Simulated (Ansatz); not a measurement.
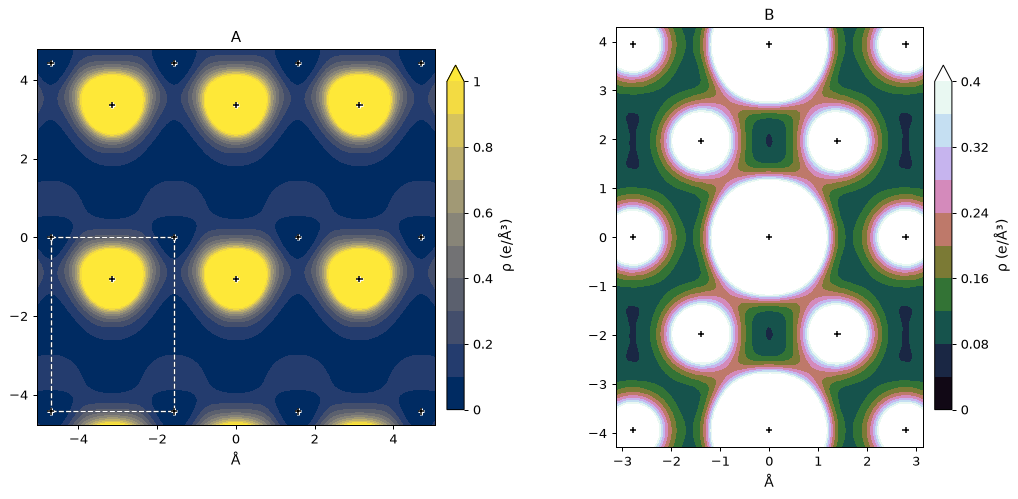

The valence electron density of 2 systems, each on a plane through atoms (crosses mark nuclei in the plane).

These are results of DFT, PBE0, plane waves, PAW (Ansatz 0.2.0), not measurements.

System 1: LaH$_{3}$, the (101) plane of the conventional cell. Space group Fm-3m; a structure from a database of computed crystals, not necessarily the ambient phase; started from the database structure prototype, which need not be the ambient phase.

```xyz
16
Lattice="3.9402 -3.9402 0.0000 3.9402 3.9402 0.0000 0.0000 0.0000 5.5740" Properties=species:S:1:pos:R:3 pbc="T T T"
La    0.0000    0.0000    0.0000
La    1.9701   -1.9701    2.7870
La    3.9402    0.0000    0.0000
La    1.9701    1.9701    2.7870
H     3.9402   -1.9701    1.3935
H     1.9701    0.0000    4.1805
H     3.9402    1.9701    1.3935
H     5.9103    0.0000    4.1805
H     1.9701    0.0000    1.3935
H     3.9402   -1.9701    4.1805
H     5.9103    0.0000    1.3935
H     3.9402    1.9701    4.1805
H     1.9701   -1.9701    0.0000
H     0.0000    0.0000    2.7870
H     1.9701    1.9701    0.0000
H     3.9402    0.0000    2.7870
```

System 2: AlGaN$_{2}$, the (010) plane of the conventional cell. Space group P-4m2; a structure from a database of computed crystals, not necessarily the ambient phase; started from the database structure prototype, which need not be the ambient phase.

Match each panel to its system.

Answer. Panel A is system 2, AlGaN$_{2}$: the plane holds Al and N. Al–N (1.89 Å): the density is about 0.7 e/Å³ at the midpoint. Panel B is system 1, LaH$_{3}$: the plane holds La and H. La–H (2.41 Å): ρ at the midpoint is about 0.38 e/Å³.
